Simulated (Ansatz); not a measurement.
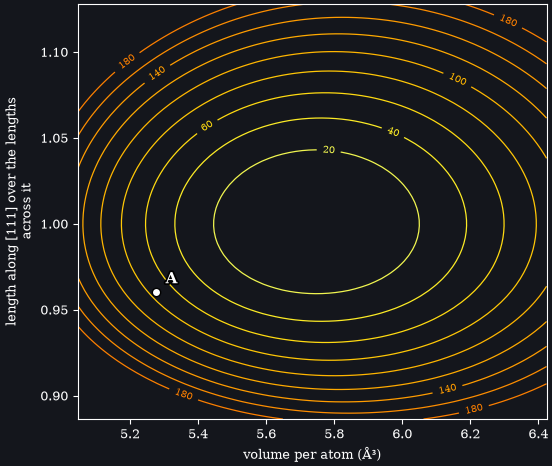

BN (F-43m, No. 216; 2 atoms in the cell). The energy is mapped over volume and the cell's shape. The first coordinate is: volume per atom; the second: length along [111] over the lengths across it, relative to the cubic cell. Nothing is relaxed (fractional coordinates fixed). The grid has 7 × 7 points. Points are written as (first, second). All energies are given in meV/atom relative to the lowest grid point. Computed with Ansatz 0.2.0, DFT LDA, scalar-relativistic, plane waves, PAW. Settings: cutoff 520 eV, k-mesh 12×12×12, gaussian smearing 0.05 eV, no spin polarisation.

The picture shows contour lines labelled in meV/atom (none above 180), the point A. Between grid points the surface is interpolated.

Q: Is A at rest? If not, where is it pushed?

A: A, at (5.276 Å³, 0.961), is not a stationary point. The computed force is 250 meV/atom for each Å³ towards larger values of volume per atom and 1100 meV/atom for each unit towards larger values of the second coordinate.

PAW datasets: the set soft_1.
